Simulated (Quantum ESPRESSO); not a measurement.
## Run report: InAs, band-structure run (part 1 of 2)

The run: band-structure run of InAs (F-43m, 2 atoms in the cell). Method and program: Kohn-Sham DFT of a periodic cell, LDA, JTH 2.0 LDA, no spin polarisation (Quantum ESPRESSO 7.5).

The structure derives from an entry of the Crystallography Open Database.

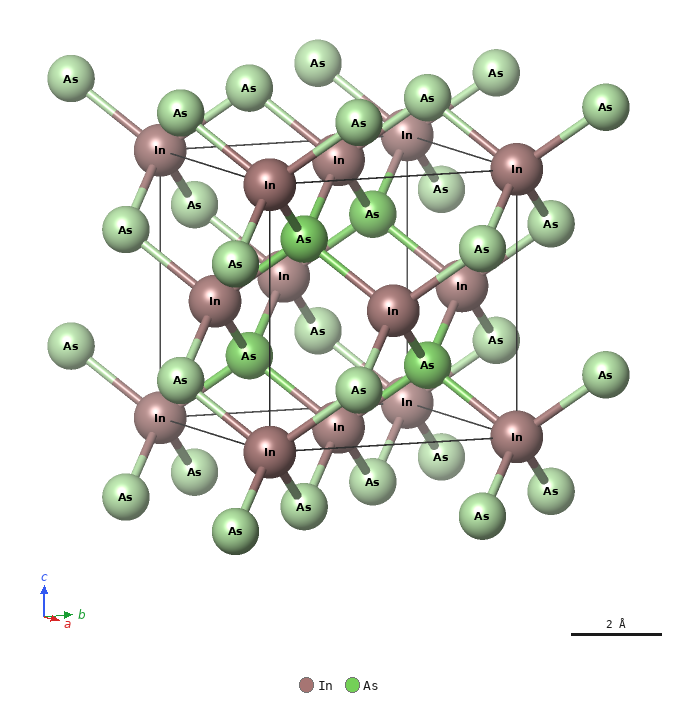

Fig. 1: The structure (ball-and-stick view of the cell 4 times as large as that of the calculation, set on its symmetry axes, seen slightly off an axis; neighbours outside the cell are drawn fainter). An atom can appear more than once, as a periodic image. Near neighbours in the periodic cell (some may lie outside the picture): In has 4 As at 2.61 Å; As has 4 In at 2.61 Å.

**Results in brief**

| quantity | value |
| --- | --- |
| outcome | converged |
| space group (tolerance 0.01 Å) | F-43m (216) |
| electrons treated | 28 |
| free energy | −10219.9676 eV |
| Fermi energy | 7.473 eV |
| gap on the k-point mesh | none (metallic) |
| pressure | −0.25 GPa |
| largest force (length of the vector) | under 0.001 eV/Å |
| hardware | 1 thread of Arm Neoverse V1, 24 GiB of memory available, shared host |
| wall time | 72 s |
| peak memory | 0.14 GiB |

**Input file**
```
&CONTROL
  calculation = 'scf'
  prefix = 'pwscf'
  outdir = './tmp'
  pseudo_dir = './pseudo'
  tprnfor = .true.
  tstress = .true.
  disk_io = 'low'
/
&SYSTEM
  ibrav = 0
  nat = 2
  ntyp = 2
  ecutwfc = 45
  ecutrho = 270
  nbnd = 21
  occupations = 'smearing'
  smearing = 'fd'
  degauss = 0.00367493
/
&ELECTRONS
  conv_thr = 4d-10
  electron_maxstep = 120
  mixing_beta = 0.5
/
ATOMIC_SPECIES
In   114.8180 In.LDA_PW-JTH.UPF
As    74.9216 As.LDA_PW-JTH.UPF
CELL_PARAMETERS angstrom
   0.0000000000    3.0180000000    3.0180000000
   3.0180000000    0.0000000000    3.0180000000
   3.0180000000    3.0180000000    0.0000000000
ATOMIC_POSITIONS angstrom
In     0.0000000000    0.0000000000    0.0000000000
As     4.5270000000    4.5270000000    4.5270000000
K_POINTS automatic
8 8 8 0 0 0
```

**File bands.in**
```
&CONTROL
  calculation = 'bands'
  prefix = 'pwscf'
  outdir = './tmp'
  pseudo_dir = './pseudo'
  disk_io = 'low'
  verbosity = 'high'
/
&SYSTEM
  ibrav = 0
  nat = 2
  ntyp = 2
  ecutwfc = 45
  ecutrho = 270
  nbnd = 21
  occupations = 'smearing'
  smearing = 'fd'
  degauss = 0.00367493
/
&ELECTRONS
  conv_thr = 1d-08
  electron_maxstep = 120
  mixing_beta = 0.5
  diago_full_acc = .true.
  startingwfc = 'random'
/
ATOMIC_SPECIES
In   114.8180 In.LDA_PW-JTH.UPF
As    74.9216 As.LDA_PW-JTH.UPF
CELL_PARAMETERS angstrom
   0.0000000000    3.0180000000    3.0180000000
   3.0180000000    0.0000000000    3.0180000000
   3.0180000000    3.0180000000    0.0000000000
ATOMIC_POSITIONS angstrom
In     0.0000000000    0.0000000000    0.0000000000
As     4.5270000000    4.5270000000    4.5270000000
K_POINTS crystal
60
 0.0000000000  0.0000000000  0.0000000000 1
 0.0625000000  0.0000000000  0.0625000000 1
 0.1250000000  0.0000000000  0.1250000000 1
 0.1875000000  0.0000000000  0.1875000000 1
 0.2500000000  0.0000000000  0.2500000000 1
 0.3125000000  0.0000000000  0.3125000000 1
 0.3750000000  0.0000000000  0.3750000000 1
 0.4375000000  0.0000000000  0.4375000000 1
 0.5000000000  0.0000000000  0.5000000000 1
 0.5000000000  0.0625000000  0.5625000000 1
 0.5000000000  0.1250000000  0.6250000000 1
 0.5000000000  0.1875000000  0.6875000000 1
 0.5000000000  0.2500000000  0.7500000000 1
 0.4375000000  0.3125000000  0.7500000000 1
 0.3750000000  0.3750000000  0.7500000000 1
 0.3375000000  0.3375000000  0.6750000000 1
 0.3000000000  0.3000000000  0.6000000000 1
 0.2625000000  0.2625000000  0.5250000000 1
 0.2250000000  0.2250000000  0.4500000000 1
 0.1875000000  0.1875000000  0.3750000000 1
 0.1500000000  0.1500000000  0.3000000000 1
 0.1125000000  0.1125000000  0.2250000000 1
 0.0750000000  0.0750000000  0.1500000000 1
 0.0375000000  0.0375000000  0.0750000000 1
 0.0000000000  0.0000000000  0.0000000000 1
 0.0625000000  0.0625000000  0.0625000000 1
 0.1250000000  0.1250000000  0.1250000000 1
 0.1875000000  0.1875000000  0.1875000000 1
 0.2500000000  0.2500000000  0.2500000000 1
 0.3125000000  0.3125000000  0.3125000000 1
 0.3750000000  0.3750000000  0.3750000000 1
 0.4375000000  0.4375000000  0.4375000000 1
 0.5000000000  0.5000000000  0.5000000000 1
 0.5250000000  0.4500000000  0.5250000000 1
 0.5500000000  0.4000000000  0.5500000000 1
 0.5750000000  0.3500000000  0.5750000000 1
 0.6000000000  0.3000000000  0.6000000000 1
 0.6250000000  0.2500000000  0.6250000000 1
 0.5833333333  0.2500000000  0.6666666667 1
 0.5416666667  0.2500000000  0.7083333333 1
 0.5000000000  0.2500000000  0.7500000000 1
 0.5000000000  0.2857142857  0.7142857143 1
 0.5000000000  0.3214285714  0.6785714286 1
 0.5000000000  0.3571428571  0.6428571429 1
 0.5000000000  0.3928571429  0.6071428571 1
 0.5000000000  0.4285714286  0.5714285714 1
 0.5000000000  0.4642857143  0.5357142857 1
 0.5000000000  0.5000000000  0.5000000000 1
 0.4821428571  0.4821428571  0.5357142857 1
 0.4642857143  0.4642857143  0.5714285714 1
 0.4464285714  0.4464285714  0.6071428571 1
 0.4285714286  0.4285714286  0.6428571429 1
 0.4107142857  0.4107142857  0.6785714286 1
 0.3928571429  0.3928571429  0.7142857143 1
 0.3750000000  0.3750000000  0.7500000000 1
 0.6250000000  0.2500000000  0.6250000000 1
 0.5937500000  0.1875000000  0.5937500000 1
 0.5625000000  0.1250000000  0.5625000000 1
 0.5312500000  0.0625000000  0.5312500000 1
 0.5000000000  0.0000000000  0.5000000000 1
```

Command:
```bash
OMP_NUM_THREADS=1 pw.x -in pw.in > pw.out
OMP_NUM_THREADS=1 pw.x -in bands.in > bands.out
```

**Log**
```
This program is part of the open-source Quantum ESPRESSO suite
     for quantum simulation of materials; please cite
         "P. Giannozzi et al., J. Phys.:Condens. Matter 21 395502 (2009);
         "P. Giannozzi et al., J. Phys.:Condens. Matter 29 465901 (2017);
         "P. Giannozzi et al., J. Chem. Phys. 152 154105 (2020);
          URL
     in publications or presentations arising from this work. More details at

     file In.LDA_PW-JTH.UPF: wavefunction(s)  0S 5P 0P 4D 0D renormalized
     file As.LDA_PW-JTH.UPF: wavefunction(s)  4S 0S 0P 3D 0D renormalized
     Message from routine setup:
     using ibrav=0 with symmetry is DISCOURAGED, use correct ibrav instead

     G-vector sticks info
     --------------------
     sticks:   dense  smooth     PW     G-vecs:    dense   smooth      PW
     Sum        1213     805    253                27725    15089    2637

     Using Slab Decomposition

     bravais-lattice index     =            0
     lattice parameter (alat)  =       8.0655  a.u.
     unit-cell volume          =     371.0089 (a.u.)^3
     number of atoms/cell      =            2
     number of atomic types    =            2
     number of electrons       =        28.00
     number of Kohn-Sham states=           21
     kinetic-energy cutoff     =      45.0000  Ry
     charge density cutoff     =     270.0000  Ry
     scf convergence threshold =      4.0E-10
     mixing beta               =       0.5000
     number of iterations used =            8  plain     mixing
     Exchange-correlation= SLA PW NOGX NOGC
                           (   1   4   0   0   0   0   0)

     celldm(1)=   8.065534  celldm(2)=   0.000000  celldm(3)=   0.000000
     celldm(4)=   0.000000  celldm(5)=   0.000000  celldm(6)=   0.000000

     crystal axes: (cart. coord. in units of alat)
               a(1) = (   0.000000   0.707107   0.707107 )
               a(2) = (   0.707107   0.000000   0.707107 )
               a(3) = (   0.707107   0.707107   0.000000 )

     reciprocal axes: (cart. coord. in units 2 pi/alat)
               b(1) = ( -0.707107  0.707107  0.707107 )
               b(2) = (  0.707107 -0.707107  0.707107 )
               b(3) = (  0.707107  0.707107 -0.707107 )

     PseudoPot. # 1 for In read from file:
     In.LDA_PW-JTH.UPF
     Pseudo is Projector augmented-wave + core cor, Zval = 13.0
     Generated using ATOMPAW code
     Shape of augmentation charge: BESSEL
     Using radial grid of 1088 points,  6 beta functions with:
                l(1) =   0
                l(2) =   0
                l(3) =   1
                l(4) =   1
                l(5) =   2
                l(6) =   2
     Q(r) pseudized with 0 coefficients

     PseudoPot. # 2 for As read from file:
     As.LDA_PW-JTH.UPF
     Pseudo is Projector augmented-wave + core cor, Zval = 15.0
     Generated using ATOMPAW code
     Shape of augmentation charge: BESSEL
     Using radial grid of 1057 points,  6 beta functions with:
                l(1) =   0
                l(2) =   0
                l(3) =   1
                l(4) =   1
                l(5) =   2
                l(6) =   2
     Q(r) pseudized with 0 coefficients

     atomic species   valence    mass     pseudopotential
     In               13.00   114.81800     In( 1.00)
     As               15.00    74.92160     As( 1.00)

     24 Sym. Ops. (no inversion) found

   Cartesian axes

     site n.     atom                  positions (alat units)
         1        In     tau(   1) = (   0.0000000   0.0000000   0.0000000  )
         2        As     tau(   2) = (   1.0606602   1.0606602   1.0606602  )

     number of k points=    29  Fermi-Dirac smearing, width (Ry)=  0.0037
                       cart. coord. in units 2pi/alat
        k(    1) = (   0.0000000   0.0000000   0.0000000), wk =   0.0039062
        k(    2) = (   0.0883883   0.0883883  -0.0883883), wk =   0.0312500
        k(    3) = (   0.1767767   0.1767767  -0.1767767), wk =   0.0312500
        k(    4) = (   0.2651650   0.2651650  -0.2651650), wk =   0.0312500
        k(    5) = (  -0.3535534  -0.3535534   0.3535534), wk =   0.0156250
        k(    6) = (   0.1767767   0.0000000   0.0000000), wk =   0.0234375
        k(    7) = (   0.2651650   0.0883883  -0.0883883), wk =   0.0937500
        k(    8) = (   0.3535534   0.1767767  -0.1767767), wk =   0.0937500
        k(    9) = (  -0.2651650  -0.4419417   0.4419417), wk =   0.0937500
        k(   10) = (  -0.1767767  -0.3535534   0.3535534), wk =   0.0937500
        k(   11) = (  -0.0883883  -0.2651650   0.2651650), wk =   0.0937500
        k(   12) = (   0.0000000  -0.1767767   0.1767767), wk =   0.0468750
        k(   13) = (   0.3535534   0.0000000   0.0000000), wk =   0.0234375
        k(   14) = (   0.4419417   0.0883883  -0.0883883), wk =   0.0937500
        k(   15) = (  -0.1767767  -0.5303301   0.5303301), wk =   0.0937500
        k(   16) = (  -0.0883883  -0.4419417   0.4419417), wk =   0.0937500
        k(   17) = (   0.0000000  -0.3535534   0.3535534), wk =   0.0468750
        k(   18) = (   0.5303301  -0.0000000   0.0000000), wk =   0.0234375
        k(   19) = (  -0.0883883  -0.6187184   0.6187184), wk =   0.0937500
        k(   20) = (   0.0000000  -0.5303301   0.5303301), wk =   0.0468750
        k(   21) = (  -0.7071068   0.0000000   0.0000000), wk =   0.0117188
        k(   22) = (   0.3535534   0.1767767   0.0000000), wk =   0.0937500
        k(   23) = (  -0.2651650  -0.4419417   0.6187184), wk =   0.1875000
        k(   24) = (  -0.1767767  -0.3535534   0.5303301), wk =   0.0937500
        k(   25) = (  -0.1767767  -0.5303301   0.7071068), wk =   0.0937500
        k(   26) = (  -0.0883883  -0.4419417   0.6187184), wk =   0.1875000
        k(   27) = (   0.0000000  -0.3535534   0.5303301), wk =   0.0937500
        k(   28) = (  -0.7071068   0.1767767  -0.0000000), wk =   0.0468750
        k(   29) = (  -0.7071068   0.3535534   0.0000000), wk =   0.0234375

     Dense  grid:    27725 G-vectors     FFT dimensions: (  45,  45,  45)

     Smooth grid:    15089 G-vectors     FFT dimensions: (  36,  36,  36)

     Check: negative core charge=   -0.000004

     Initial potential from superposition of free atoms

     starting charge      27.9970, renormalised to      28.0000
     Starting wfcs are   36 randomized atomic wfcs

     Self-consistent Calculation

     iteration #  1     ecut=    45.00 Ry     beta= 0.50
     Davidson diagonalization with overlap
     ethr =  1.00E-02,  avg # of iterations =  6.4

     Threshold (ethr) on eigenvalues was too large:
     Diagonalizing with lowered threshold

     Davidson diagonalization with overlap
     ethr =  2.57E-04,  avg # of iterations =  3.4

     total energy              =    -751.13589389 Ry
     estimated scf accuracy    <       0.07309748 Ry

     iteration #  2     ecut=    45.00 Ry     beta= 0.50
     Davidson diagonalization with overlap
     ethr =  2.61E-04,  avg # of iterations =  2.7

     total energy              =    -751.15324804 Ry
     estimated scf accuracy    <       0.00771126 Ry

     iteration #  3     ecut=    45.00 Ry     beta= 0.50
     Davidson diagonalization with overlap
     ethr =  2.75E-05,  avg # of iterations =  4.1

     total energy              =    -751.15370973 Ry
     estimated scf accuracy    <       0.00109998 Ry

     iteration #  4     ecut=    45.00 Ry     beta= 0.50
     Davidson diagonalization with overlap
     ethr =  3.93E-06,  avg # of iterations =  3.4

     total energy              =    -751.15375654 Ry
     estimated scf accuracy    <       0.00001000 Ry
```
